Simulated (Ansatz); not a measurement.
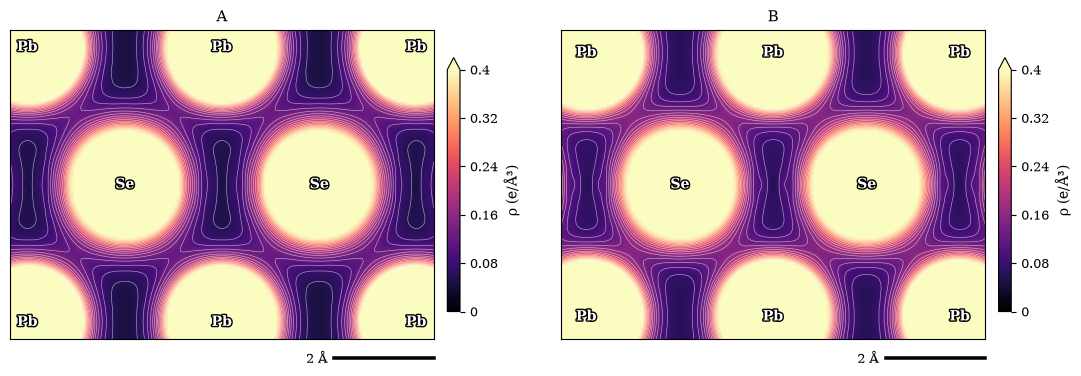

PbSe. The valence charge density (pseudo) of two cells that differ in size, on the (011̄) plane of each (indices in the axes of the calculation cell), at one length scale and on one colour scale: A has 30.1 Å³ an atom and B 26.6.

Theory: DFT PBEsol, scalar-relativistic, plane waves, PAW (Ansatz 0.2.0).

In a PAW calculation such maps are meaningful between the atoms, not at the nuclei.

The larger cell:

```
Pb Se
1.0
     3.91742    0.00000    0.00000
     0.00000    3.91742    0.00000
     0.00000    0.00000    3.91742
Pb Se
1 1
Direct
  0.00000 0.00000 0.00000
  0.50000 0.50000 0.50000
```

The smaller cell: a = 3.762 Å, b = 3.762 Å, c = 3.762 Å, α = 90.00°, β = 90.00°, γ = 90.00°.

Q: What does the compression do to the bonding and the properties?

A: From the larger cell to the smaller, Pb–Se goes from 3.39 to 3.26 Å, and the density at its midpoint from 0.12 to 0.15 e/Å³; the pressure goes from −7 to −2.4 GPa.
